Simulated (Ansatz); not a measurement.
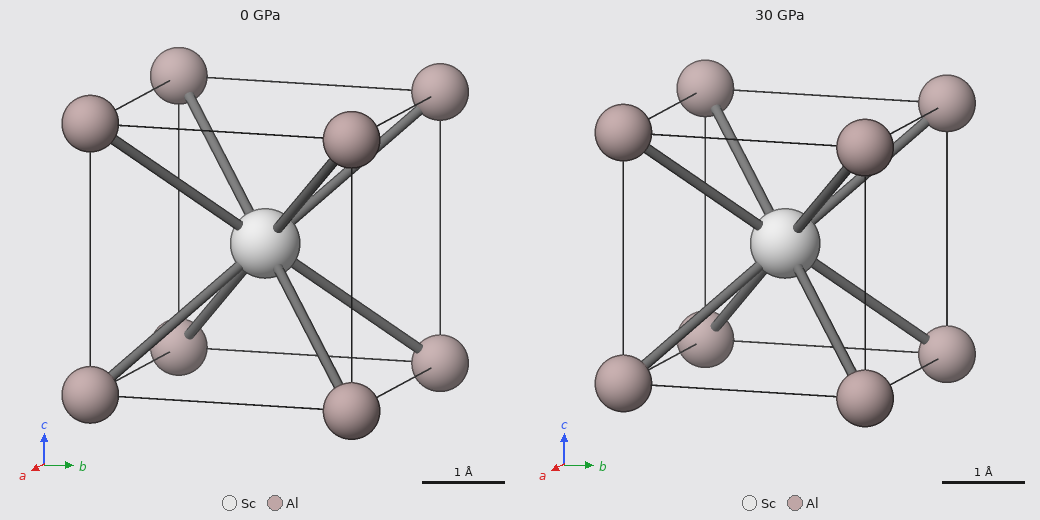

ScAl, caesium chloride (CsCl, B2) type, space group Pm-3m (No. 221), relaxed (cell and atoms) under a series of hydrostatic pressures; the conventional cell is drawn at the lowest and the highest, to one scale (sticks follow a distance rule). The start was a structure listed in the Materials Project. It needn't be the stable form of this composition.

Alike in all runs: Ansatz 0.2.0; functional r2SCAN; potentials Ansatz PAW; cutoff 500 eV; k mesh 8 × 8 × 8 on the run's cell of 2 atoms; occupations fermi-dirac, width 0.05 eV; no spin polarisation; no spin-orbit coupling.

| pressure (GPa) | volume (Å³/atom) | a (Å) |
| --- | --- | --- |
| 0.0 | 19.142 | 3.370 |
| 2.0 | 18.705 | 3.344 |
| 5.0 | 18.117 | 3.309 |
| 10.0 | 17.304 | 3.259 |
| 20.0 | ? | ? |
| 30.0 | 15.139 | 3.117 |

### What equation of state do the given rows imply, and what volume does it predict for the missing row?

The fit gives V0 = 19.15 Å³/atom, B0 = 82 GPa and B0′ = 3.8, which puts the volume at 20.0 GPa at 16.06 Å³/atom. The run gave volume 16.068 Å³/atom; a 3.179 Å.

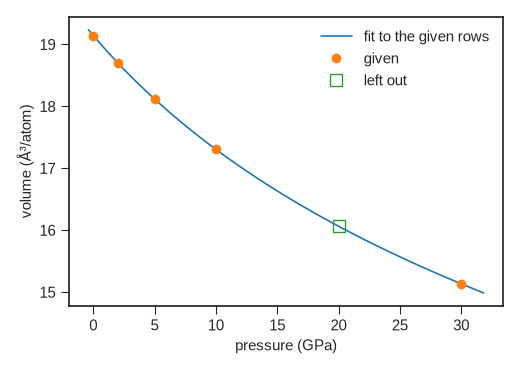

Volume against pressure, with the fit. The structure was kept in its own symmetry, so a change to another phase within this range wouldn't be seen.

Caveat: the plane-wave basis is chosen anew once the cell has moved, so the energies of steps on either side of that aren't comparable; the PAW data sets were made with another functional, which shifts forces and pressure a little.
